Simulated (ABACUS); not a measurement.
Run report: Re, band-structure run (part 2 of 2)

Continued. System: Re (P6₃/mmc, 2 atoms in the cell). Method: Kohn-Sham DFT of a periodic cell, PBE, SG15 ONCV 1.2 PBE, no spin polarisation (ABACUS 3.10.1); cutoff 1360.57 eV, 10×10×6 k-mesh, fermi-dirac of 0.05 eV. The structure derives from an entry of the Crystallography Open Database.

Geometry of the input (Å; fractional positions):
```
2.7608  0.0000  0.0000
-1.3804  2.3909  0.0000
0.0000  0.0000  4.4582
Re 0.6667  0.3333  0.7500
Re 0.3333  0.6667  0.2500
```

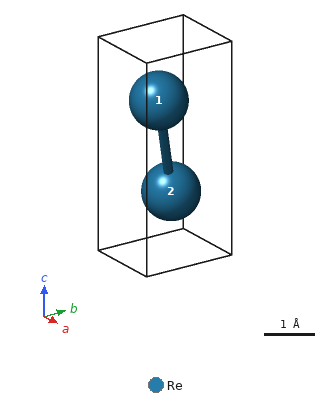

The structure (ball-and-stick view of the cell of the calculation, seen slightly off an axis; atoms are numbered from 1 in the order of the input).

## Output, continued
```
----------------------------------------------------------

 LCAO ALGORITHM --------------- ION=   1  ELEC=   4--------------------------------

 Density error is 5.67017839292e-05
----------------------------------------------------------
     Energy           Rydberg                 eV
----------------------------------------------------------
 E_KohnSham     -319.6860199029      -4349.5514416213
 E_Harris       -319.6858126563      -4349.5486218863
 E_Fermi        1.7692574034         24.0719819152
----------------------------------------------------------

 LCAO ALGORITHM --------------- ION=   1  ELEC=   5--------------------------------

 Density error is 6.55690126854e-06
----------------------------------------------------------
     Energy           Rydberg                 eV
----------------------------------------------------------
 E_KohnSham     -319.6860199084      -4349.5514416963
 E_Harris       -319.6860426438      -4349.5517510267
 E_Fermi        1.7692630692         24.0720590026
----------------------------------------------------------

 LCAO ALGORITHM --------------- ION=   1  ELEC=   6--------------------------------

 Density error is 8.8510499419e-07
----------------------------------------------------------
     Energy           Rydberg                 eV
----------------------------------------------------------
 E_KohnSham     -319.6860199086      -4349.5514416980
 E_Harris       -319.6860152170      -4349.5513778655
 E_Fermi        1.7692631964         24.0720607326
----------------------------------------------------------

 LCAO ALGORITHM --------------- ION=   1  ELEC=   7--------------------------------

 Density error is 9.61446945895e-08
----------------------------------------------------------
     Energy           Rydberg                 eV
----------------------------------------------------------
 E_KohnSham     -319.6860199087      -4349.5514416993
 E_KS(sigma->0) -319.6855014028      -4349.5443870654
 E_Harris       -319.6860211233      -4349.5514582249
 E_band         -10.4174046504       -141.7360616178
 E_one_elec     -43.7866100109       -595.7473922521
 E_Hartree      39.0866811171        531.8015791019
 E_xc           -34.3234836382       -466.9949526895
 E_Ewald        -280.6615703650      -3818.5965665917
 E_entropy(-TS) -0.0010370117        -0.0141092678
 E_descf        0.0000000000         0.0000000000
 E_exx          0.0000000000         0.0000000000
 E_Fermi        1.7692632844         24.0720619306
----------------------------------------------------------

 charge density convergence is achieved
 final etot is -4349.5514417 eV
 EFERMI = 24.072061931 eV
The vacuum level is 21.83245765 eV

 STATE ENERGY(eV) AND OCCUPATIONS    NSPIN == 1
 1/56 kpoint (Cartesian) = 0.0000 0.0000 0.0000 (847 pws)
       1       -55.8134     0.00333333
       2       -55.6907     0.00333333
       3       -18.2871     0.00333333
       4       -17.2250     0.00333333
       5       -17.2250     0.00333333
       6       -17.0499     0.00333333
       7       -17.0499     0.00333333
       8       -17.0384     0.00333333
       9        14.1898     0.00333333
      10        17.4293     0.00333333
      11        22.5094     0.00333333
      12        22.5113     0.00333333
      13        22.5113     0.00333333
      14        23.3577     0.00333333
      15        23.3577     0.00333333
      16        24.2596    7.64728e-05
      17        24.2596    7.64728e-05
      18        24.6697    2.14776e-08
      19        27.4370    1.97551e-32
      20        27.4370    1.97551e-32
      21        34.0360    9.49728e-90
      22        37.5771        0.00000
      23        39.5647        0.00000
      24        41.1044        0.00000
      25        46.2227        0.00000

 2/56 kpoint (Cartesian) = -0.036221 0.020912 0.0000 (842 pws)
       1       -55.8037      0.0200000
       2       -55.6863      0.0200000
       3       -18.2494      0.0200000
       4       -17.3131      0.0200000
       5       -17.2532      0.0200000
       6       -17.1413      0.0200000
       7       -17.0631      0.0200000
       8       -17.0545      0.0200000
       9        14.5992      0.0200000
      10        17.8056      0.0200000
      11        21.7915      0.0200000
      12        22.8774      0.0200000
      13        22.9985      0.0200000
      14        23.1760      0.0200000
      15        23.2724      0.0200000
      16        23.6948      0.0199894
      17        23.9619      0.0180114
      18        24.1612     0.00287808
      19        27.6406    2.01878e-33
      20        28.9598    7.03039e-45
      21        34.0119    9.21560e-89
      22        38.4763        0.00000
      23        40.1140        0.00000
      24        41.8172        0.00000
      25        44.0166        0.00000

 3/56 kpoint (Cartesian) = -0.072443 0.041825 0.0000 (837 pws)
       1       -55.7777      0.0200000
       2       -55.6755      0.0200000
       3       -18.1430      0.0200000
       4       -17.5426      0.0200000
       5       -17.3727      0.0200000
       6       -17.3242      0.0200000
       7       -17.1031      0.0200000
       8       -17.0998      0.0200000
       9        15.6980      0.0200000
      10        18.6250      0.0200000
      11        21.0967      0.0200000
      12        21.4890      0.0200000
      13        22.4433      0.0200000
      14        23.3326      0.0200000
      15        23.6781      0.0199924
      16        23.9411      0.0186410
      17        24.0289      0.0140650
      18        24.6861    9.28642e-08
      19        28.0107    1.23051e-36
      20        31.4169    3.19435e-66
      21        33.7276    2.71767e-86
      22        40.0159        0.00000
      23        40.4000        0.00000
      24        42.5729        0.00000
      25        42.6070        0.00000

 4/56 kpoint (Cartesian) = -0.10866 0.062737 0.0000 (833 pws)
       1       -55.7434      0.0200000
       2       -55.6641      0.0200000
       3       -17.9902      0.0200000
       4       -17.8238      0.0200000
       5       -17.6447      0.0200000
       6       -17.4078      0.0200000
       7       -17.1841      0.0200000
       8       -17.1481      0.0200000
       9        17.0528      0.0200000
      10        18.7633      0.0200000
      11        20.0468      0.0200000
      12        21.2263      0.0200000
      13        22.4247      0.0200000
      14        22.7190      0.0200000
      15        23.1798      0.0200000
      16        25.4826    1.11994e-14
      17        25.5526    2.76153e-15
      18        26.1613    1.42714e-20
      19        28.2884    4.77140e-39
      20        33.2413    4.54921e-82
      21        33.8316    3.39565e-87
      22        37.5068        0.00000
      23        38.8163        0.00000
      24        39.8874        0.00000
      25        43.8432        0.00000

 5/56 kpoint (Cartesian) = -0.14489 0.083650 0.0000 (837 pws)
       1       -55.7123      0.0200000
       2       -55.6582      0.0200000
       3       -18.0485      0.0200000
       4       -17.8551      0.0200000
       5       -17.8310      0.0200000
       6       -17.4730      0.0200000
       7       -17.2847      0.0200000
       8       -17.1885      0.0200000
       9        17.9271      0.0200000
      10        18.3568      0.0200000
      11        19.1279      0.0200000
      12        21.8163      0.0200000
      13        22.2999      0.0200000
      14        22.8302      0.0200000
      15        23.2089      0.0200000
      16        27.2708    3.29080e-30
      17        27.6927    7.11811e-34
      18        27.7400    2.76241e-34
      19        28.4282    2.91392e-40
      20        33.2448    4.23969e-82
      21        34.1082        0.00000
      22        35.7239        0.00000
      23        37.4102        0.00000
      24        37.7141        0.00000
      25        39.6135        0.00000

 6/56 kpoint (Cartesian) = 0.18111 0.31369 0.0000 (841 pws)
       1       -55.6983      0.0100000
       2       -55.6580      0.0100000
       3       -18.1335      0.0100000
       4       -17.9334      0.0100000
       5       -17.7489      0.0100000
       6       -17.4975      0.0100000
       7       -17.3444      0.0100000
       8       -17.2041      0.0100000
       9        18.0841      0.0100000
      10        18.2211      0.0100000
      11        18.8127      0.0100000
      12        22.1530      0.0100000
      13        22.3219      0.0100000
      14        22.7069      0.0100000
      15        23.4867     0.00999992
      16        28.0627    2.17518e-37
      17        28.4674    6.64769e-41
      18        28.5986    4.82163e-42
      19        30.1496    1.62520e-55
      20        31.1360    4.40220e-64
      21        34.1485        0.00000
      22        36.2154        0.00000
      23        36.4822        0.00000
      24        37.0284        0.00000
      25        37.3315        0.00000

[... levels at 50 further k points ...]

 correction force for each atom along direction 1 is 5.51920e-14
 correction force for each atom along direction 2 is 1.36067e-13
 correction force for each atom along direction 3 is 1.40270e-14
------------------------------------------------------------------------------------------
 TOTAL-FORCE (eV/Angstrom)
------------------------------------------------------------------------------------------
                       Re1         0.0000000000         0.0000000000         0.0000000000
                       Re2         0.0000000000         0.0000000000         0.0000000000
------------------------------------------------------------------------------------------

----------------------------------------------------------------
 TOTAL-STRESS (KBAR)
----------------------------------------------------------------
        64.1927492770         0.0000000000         0.0000000000
        -0.0000000000        64.1927492753        -0.0000000000
        -0.0000000000        -0.0000000000        67.8336312246
----------------------------------------------------------------
 TOTAL-PRESSURE: 65.406377 KBAR

 --------------------------------------------
 !FINAL_ETOT_IS -4349.5514416993109990 eV
 --------------------------------------------
```

## Standard output
```
ABACUS v3.10.1

               Atomic-orbital Based Ab-initio Computation at UStc

%%%%%%%%%%%%%%%%%%%%%%%%%%%%%%%%%%%%%%%%%%%%%%%%%%%%%%%%%%%%%%%%%%%%%%%%%%%%%%%%%%%%%%%%%%%%%%%%%%%%%%%%%
 Warning: the number of valence electrons in pseudopotential > 7 for Re: [Xe] 4f14 5d5 6s2
 Pseudopotentials with additional electrons can yield (more) accurate outcomes, but may be less efficient.
 If you're confident that your chosen pseudopotential is appropriate, you can safely ignore this warning.
%%%%%%%%%%%%%%%%%%%%%%%%%%%%%%%%%%%%%%%%%%%%%%%%%%%%%%%%%%%%%%%%%%%%%%%%%%%%%%%%%%%%%%%%%%%%%%%%%%%%%%%%%

 UNIFORM GRID DIM        : 36 * 36 * 54
 UNIFORM GRID DIM(BIG)   : 9 * 9 * 27
 ---------------------------------------------------------
 Self-consistent calculations for electrons
 ---------------------------------------------------------
 SPIN    KPOINTS         PROCESSORS  THREADS     NBASE
 1       56              4           4           52
 ---------------------------------------------------------
 Use Systematically Improvable Atomic bases
 ---------------------------------------------------------
 ELEMENT ORBITALS        NBASE       NATOM       XC
 Re      3s2p2d1f-7au    26          2
 ---------------------------------------------------------
 Initial plane wave basis and FFT box
 ---------------------------------------------------------
 -------------------------------------------
 SELF-CONSISTENT :
 -------------------------------------------
 START CHARGE      : atomic
 ITER       ETOT/eV          EDIFF/eV         DRHO     TIME/s
 GE1     -4.34935101e+03   0.00000000e+00   5.1547e-02   0.69
 GE2     -4.34955060e+03  -1.99592785e-01   6.7733e-03   0.71
 GE3     -4.34955143e+03  -8.31459676e-04   2.2344e-03   0.73
 GE4     -4.34955144e+03  -1.08131773e-05   5.6702e-05   0.51
 GE5     -4.34955144e+03  -7.50331770e-08   6.5569e-06   0.40
 GE6     -4.34955144e+03  -1.72544288e-09   8.8510e-07   0.38
 GE7     -4.34955144e+03  -1.29311542e-09   9.6145e-08   0.40
----------------------------------------------------------------
 TOTAL-STRESS (KBAR)
----------------------------------------------------------------
        64.1927492770         0.0000000000         0.0000000000
        -0.0000000000        64.1927492753        -0.0000000000
        -0.0000000000        -0.0000000000        67.8336312246
----------------------------------------------------------------
 TOTAL-PRESSURE: 65.406377 KBAR
```

## File mulliken.txt
```
 0
CALCULATE THE MULLIkEN ANALYSIS FOR EACH ATOM
 Total charge:	30
Decomposed Mulliken populations
0                             Zeta of Re              Spin 1
s                                      0              1.9927
s                                      1              0.9925
s                                      2             -0.0386
SUM OVER M+Zeta                                       2.9466

pz                                     0              2.0003
px                                     0              1.9990
py                                     0              1.9984
SUM OVER M                                            5.9976
pz                                     1              0.1970
px                                     1              0.2424
py                                     1              0.1215
SUM OVER M                                            0.5608
SUM OVER M+Zeta                                       6.5585

dz^2                                   0              1.0677
dxz                                    0              1.1270
dyz                                    0              1.0020
dx^2-y^2                               0              0.9055
dxy                                    0              1.2492
SUM OVER M                                            5.3514
dz^2                                   1             -0.0058
dxz                                    1             -0.0135
dyz                                    1             -0.0101
dx^2-y^2                               1             -0.0053
dxy                                    1             -0.0160
SUM OVER M                                           -0.0507
SUM OVER M+Zeta                                       5.3007

fz^3                                   0              0.0359
fxz^2                                  0              0.0233
fyz^2                                  0              0.0206
fzx^2-zy^2                             0              0.0240
fxyz                                   0              0.0366
fx^3-3*xy^2                            0              0.0208
f3yx^2-y^3                             0              0.0332
SUM OVER M                                            0.1943
SUM OVER M+Zeta                                       0.1943

SUM OVER M+Zeta+L                                    15.0000

Total Charge on atom:                 Re             15.0000


1                             Zeta of Re              Spin 1
s                                      0              1.9927
s                                      1              0.9925
s                                      2             -0.0386
SUM OVER M+Zeta                                       2.9466

pz                                     0              2.0003
px                                     0              1.9990
py                                     0              1.9984
SUM OVER M                                            5.9976
pz                                     1              0.1970
px                                     1              0.2424
py                                     1              0.1215
SUM OVER M                                            0.5608
SUM OVER M+Zeta                                       6.5585

dz^2                                   0              1.0677
dxz                                    0              1.1270
dyz                                    0              1.0020
dx^2-y^2                               0              0.9055
dxy                                    0              1.2492
SUM OVER M                                            5.3514
dz^2                                   1             -0.0058
dxz                                    1             -0.0135
dyz                                    1             -0.0101
dx^2-y^2                               1             -0.0053
dxy                                    1             -0.0160
SUM OVER M                                           -0.0507
SUM OVER M+Zeta                                       5.3007

fz^3                                   0              0.0359
fxz^2                                  0              0.0233
fyz^2                                  0              0.0206
fzx^2-zy^2                             0              0.0240
fxyz                                   0              0.0366
fx^3-3*xy^2                            0              0.0208
f3yx^2-y^3                             0              0.0332
SUM OVER M                                            0.1943
SUM OVER M+Zeta                                       0.1943

SUM OVER M+Zeta+L                                    15.0000

Total Charge on atom:                 Re             15.0000
```

## Key numbers

| quantity | value |
| --- | --- |
| outcome | converged |
| space group (tolerance 0.01 Å) | P6₃/mmc (194) |
| electrons treated | 30 |
| free energy | −4349.5514 eV |
| Fermi energy of the self-consistent step | 24.072 eV |
| gap on the k-point mesh | none (metallic) |
| pressure | 6.54 GPa |
| largest force (length of the vector) | under 0.001 eV/Å |
| wall time | 6 s (CPU time 22 s) |
| peak memory | 0.4 GiB |

## Notes

Points of doubt noted for this run: home made orbitals. Spin–orbit coupling is left out, which matters for Re. The cell is under a pressure of 6.5 GPa at this level, so it is not at its equilibrium volume.
